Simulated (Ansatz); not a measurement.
# A series of single points on Sn

System: Sn (Im-3m, 1 atom in the cell).
Method: Kohn-Sham DFT of a periodic cell, PBE, Ansatz PAW, no spin polarisation (Ansatz 0.2.0).

The 5 runs differ only in the geometry, by an even scaling of the cell at fixed fractional positions. The structure derives from a Materials Project entry.

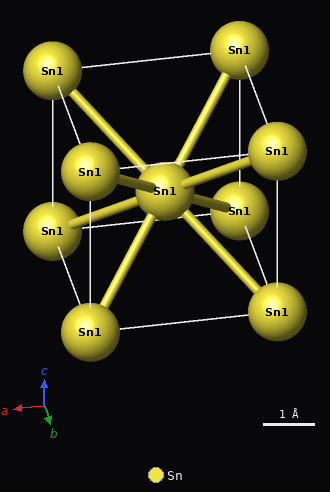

Figure 1. The structure of run 3 (ball-and-stick view of the cell 2 times as large as that of the calculation, set on its symmetry axes, seen at an oblique angle; atoms are numbered from 1 in the order of the input).

### Input of run 3
```yaml
crystal:
  lattice:
    - [-1.881935652, 1.881935652, 1.881935652]
    - [1.881935652, -1.881935652, 1.881935652]
    - [1.881935652, 1.881935652, -1.881935652]
  atoms:
    - { symbol: Sn, position: [0.0, 0.0, 0.0] }
hamiltonian:
  xc: pbe
  pseudopotentials: { kind: paw }
kpoints:
  mp_grid: { grid: [10, 10, 10] }
scf:
  occupations: { method: fermi_dirac, width: 0.05 }
output:
  forces: true
  stress: true
  eigenvalues: true
```

Command:
```bash
ansatz run input.yaml --threads 2 --pin off --max-ram 5120MiB --backend cpu --events-out ev --progress --plain --runs-dir out
```

Lattice vectors (Å) and fractional positions of run 3:
```
  -1.881936    1.881936    1.881936
   1.881936   -1.881936    1.881936
   1.881936    1.881936   -1.881936
Sn  0.000000  0.000000  0.000000
```

Run 2 differs from it as follows:
```diff
-    - [-1.881935652, 1.881935652, 1.881935652]
-    - [1.881935652, -1.881935652, 1.881935652]
-    - [1.881935652, 1.881935652, -1.881935652]
+    - [-1.8690452773, 1.8690452773, 1.8690452773]
+    - [1.8690452773, -1.8690452773, 1.8690452773]
+    - [1.8690452773, 1.8690452773, -1.8690452773]
```

### Results, with one run withheld

| run | volume per atom (Å³) | free energy per atom, from the lowest run given (meV) | pressure (GPa) |
| --- | --- | --- | --- |
| 1 | 25.573 | 23.28 | 4.02 |
| 2 | 26.117 | ? | ? |
| 3 | 26.661 | 4.45 | 1.63 |
| 4 | 27.749 | 0.00 | −0.24 |
| 5 | 28.837 | 6.92 | −1.75 |

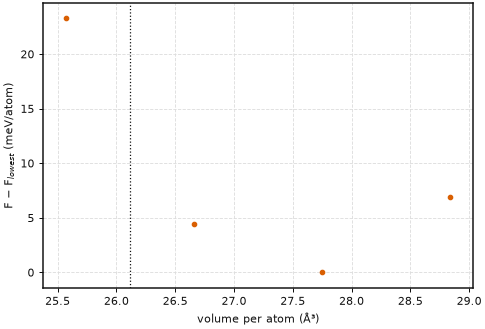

Figure 2. Free energy per atom of the runs given; the dotted line marks run 2.

Fit the runs given and predict run 2.

A quadratic polynomial in V^(−2/3) (the Birch–Murnaghan form), fitted to the 4 runs given, misses them by at most 0.07 meV per atom. With x = V^(−2/3) − 0.11068 Å⁻², it reads F = 0.83122 + 1705.1 x + 7.1771e+05 x² (meV per atom). At run 2 it gives 11.94 meV per atom, and the run itself gives 11.84. The slope of the fit gives a pressure −dF/dV of 2.74 GPa there, and the run prints 2.75 GPa. The fit has its minimum at 27.601 Å³ per atom, where V d²F/dV² gives 44.4 GPa: the bulk modulus at this level, since symmetry fixes the shape and the positions.

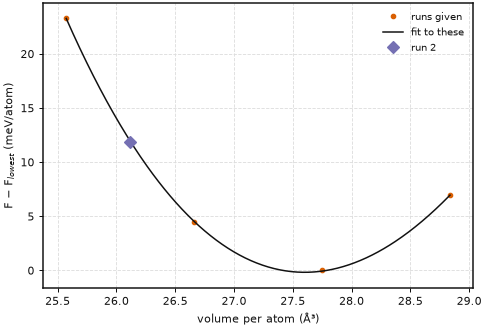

Figure 3. The fit and the withheld run.

### Output, shortened to warnings, some set-up lines, iterations and results (run 2)
```
Basis set: ecut = 420 eV, 531 PW (Γ), exchange–correlation on 48×48×48 points (8 copies of the dense FFT grid, shifted against one another)
Symmetry: 48 space group operations
k-points: 47 of 1000
Initial density: superposition of atomic densities (neutral atoms: chi_scale 0, normalization atom), corrected by the library's trained network
[...]
SCF iter   1: F=—  HF=-6024.117165 eV  |F-HF|=—  |Δ(HF+E_count)|=         —  Δρ=7.81e-4  dr2=5.65e-5  ethr=1.77e-3  ⟨swp⟩=5.6  Hψ=3077  notcnv=0
SCF iter   2: F=—  HF=-6024.116759 eV  |F-HF|=—  |Δ(HF+E_count)|=   4.06e-4  Δρ=3.79e-4  dr2=3.20e-5  ethr=4.03e-7  ⟨swp⟩=2.5  Hψ=1218  notcnv=0
SCF iter   3: F=—  HF=-6024.116759 eV  |F-HF|=—  |Δ(HF+E_count)|=   4.85e-7  Δρ=2.59e-4  dr2=1.36e-5  ethr=2.28e-7  ⟨swp⟩=2.0  Hψ=837  notcnv=0
SCF iter   4: F=—  HF=-6024.116766 eV  |F-HF|=—  |Δ(HF+E_count)|=   6.42e-6  Δρ=9.92e-5  dr2=1.22e-6  ethr=9.73e-8  ⟨swp⟩=2.0  Hψ=823  notcnv=0
SCF iter   5: F=-6024.116766 eV  HF=-6024.116766 eV  |F-HF|=4.19e-8  |Δ(HF+E_count)|=   3.45e-7  Δρ=1.26e-5  dr2=2.61e-8  ethr=8.70e-9  ⟨swp⟩=2.3  Hψ=783  notcnv=0
SCF iter   6: F=-6024.116766 eV  HF=-6024.116766 eV  |F-HF|=4.64e-10  |Δ(HF+E_count)|=   1.96e-8  Δρ=1.69e-6  dr2=6.65e-10  ethr=1.86e-10  ⟨swp⟩=2.6  Hψ=1960  notcnv=0
SCF 1 converged in 6 iterations: F = -6024.116766 eV  dr2 = 6.65e-10
SCF converged after 6 iterations
Free energy (F): -6024.116766 eV
Harris-Foulkes:  -6024.116766 eV  (|F-HF|=4.64e-10)
Internal energy: -6024.110154 eV  (E = F + TS)
E sigma→0 (E₀):  -6024.113460 eV
Entropy (-TS):   -0.006612 eV (-6.612 meV/atom)
Fermi energy:    11.445477 eV
--- Per-component energies (eV) ---
  E_band       = -73.115246
  E_kinetic    = 186.510968
  E_local      = -794.866536  (includes V_loc(G=0)·N_el)
  E_nonlocal   = -32.593778
  E_hartree    = 508.882845
  E_xc         = -383.059262
  E_vxc        = -96.583362  (∫ρ·V_xc dr)
  E_paw        = -4135.138645  (= ΣΔE_a)
  E_vpaw       = -353.347277  (= ΣTr[D̂ρ^β])
  E_aug_tail   = -0.000000  (compensation charges beyond the density's cutoff)
  E_ewald      = -1373.845746
  E_smearing   = -0.006612  (= −TS)
  E_closure    = 0.000000  (closes the sum)
  Σ components = -6024.116766   (vs F -6024.116766, Δ=0.00e0)
--- Forces (eV/Å), atoms counted from 1 ---
  atom   1  Sn     0.00000000     0.00000000     0.00000000
  max |Σ_I F_I| component: 5.14e-32 eV/Å
--- Stress (GPa, compression-positive) ---
        2.746811      -0.000000      -0.000000
        0.000000       2.746811      -0.000000
       -0.000000       0.000000       2.746811
  P = ⅓ Tr σ = 2.7468 GPa (27.468 kbar)
```
